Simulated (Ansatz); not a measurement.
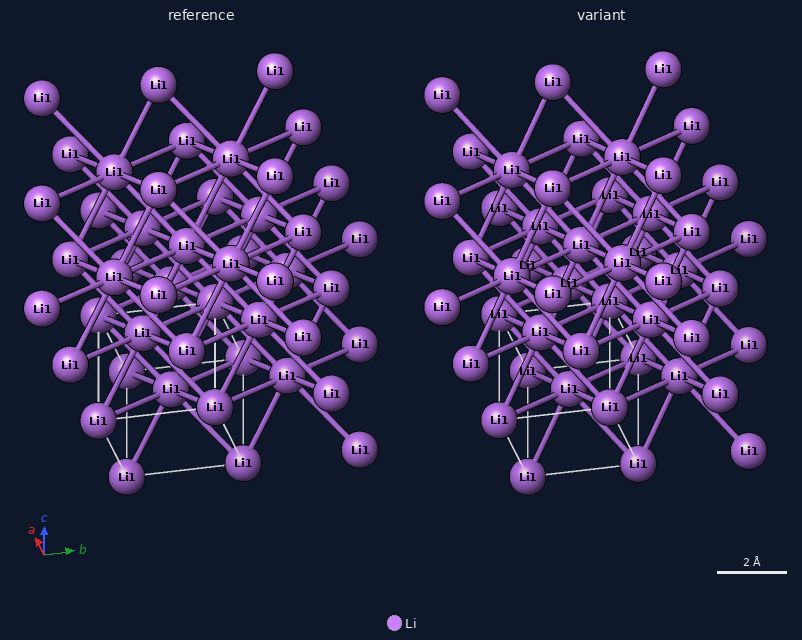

Left: a symmetric starting cell of Li. Right: the same structure after one change, at the same scale. Style: ball-and-stick. Shown: the conventional cell (2 times the calculation's cell), repeated 3 × 2 × 2 with one cell outlined, from a free direction. Lengths and directions refer to the drawn axes.

The calculation used DFT PBE, scalar-relativistic, plane waves, PAW in Ansatz 0.2.0. (plane-wave cutoff 420 eV; k-point mesh 16 × 16 × 16; occupations gaussian; smearing width 0.1 eV; no spin polarisation)

Question: What distinguishes the right structure from the left one?

Answer: The cell is strained by −5.1 % along b and +0.9 % across it (volume −3.5 %), the atoms keeping their fractional coordinates. No relaxation follows. The starting cell wasn't computed here and needn't be at equilibrium, so pressure and forces aren't due to the change alone.

Question: How do the computed properties respond?

Answer: The pressure is −0.3 GPa (not all of it need come from the change, since the unchanged cell can be under pressure at this level too). The principal stresses (compression positive) are −0.2 GPa along b and −0.4 GPa across it. All forces vanish by symmetry. Some distances before and after: Li–Li 3.031 → 2.998 Å. The space group (tolerance 0.01 Å) goes from Im-3m (No. 229) to I4/mmm (No. 139).
